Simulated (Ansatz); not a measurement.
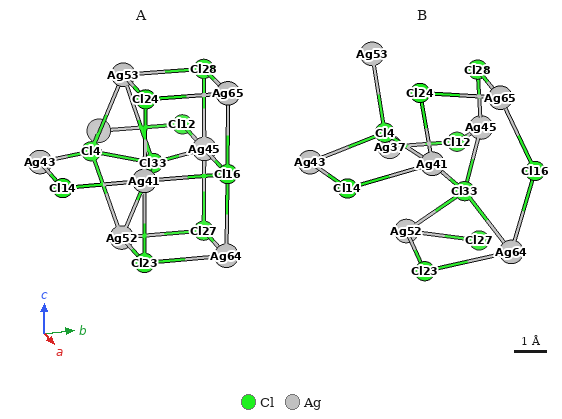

Two geometries of a defect cell of composition Cl$_{33}$Ag$_{32}$ (cell charge +1), drawn at one scale. One is the start of a relaxation, the other its converged end. The picture is a ball-and-stick view of the atoms within 4.2 Å of the atom that moves most (axes of the cell of the calculation (origin shifted)), seen slightly off an axis.

All numbers below come from Ansatz, DFT, PBEsol, PAW, plane waves. (plane-wave cutoff 420 eV; k-point mesh 1 × 1 × 1; mesh shifted by (0.25, 0.25, 0.25); no spin polarisation; atoms relaxed in a fixed cell; force threshold 0.03 eV/Å; at most 80 steps)

Which one is relaxed?

Structure B is the relaxed one. The atoms of the start lie slightly off their symmetric places, so part of the fall in energy undoes that. The energy falls by 4.112 eV per cell of the calculation in 27 geometry steps. The largest force component goes from 4.3 to 0.021 eV/Å. The forces were under the threshold at step 9, but the run went on from there. Cl33 moves most: 1.36 Å along [1 3 −3]. Largest moves by element: Cl 1.36 Å, Ag 1.26 Å. The cell doesn't change. Among the contacts that change: Cl33–Ag53 2.988 → 5.289 Å, Cl16–Ag45 2.729 → 4.111 Å, Cl33–Ag64 3.798 → 2.505 Å, Cl27–Ag45 2.728 → 3.780 Å. New bonds form, among them: Cl33–Ag64 (3.80 → 2.51 Å), Cl4–Ag41 (3.59 → 2.60 Å). Bonds break, among them: Cl16–Ag45 (2.73 → 4.11 Å), Cl24–Ag53 (2.66 → 3.63 Å), Cl27–Ag45 (2.73 → 3.78 Å), Cl33–Ag53 (2.99 → 5.29 Å). Bond angles that change, for instance: Ag37–Cl4–Ag43 134.4° → 96.7°, Ag41–Cl33–Ag45 136.2° → 107.2°, Ag41–Cl33–Ag52 99.3° → 105.7°. The run took 26 s on 1 × NVIDIA GB200 with 8 threads of Arm Neoverse-V2, peak memory 2 GiB.

Limits of the set-up: the cell is charged, on a uniform background, and energies carry no finite-size correction.
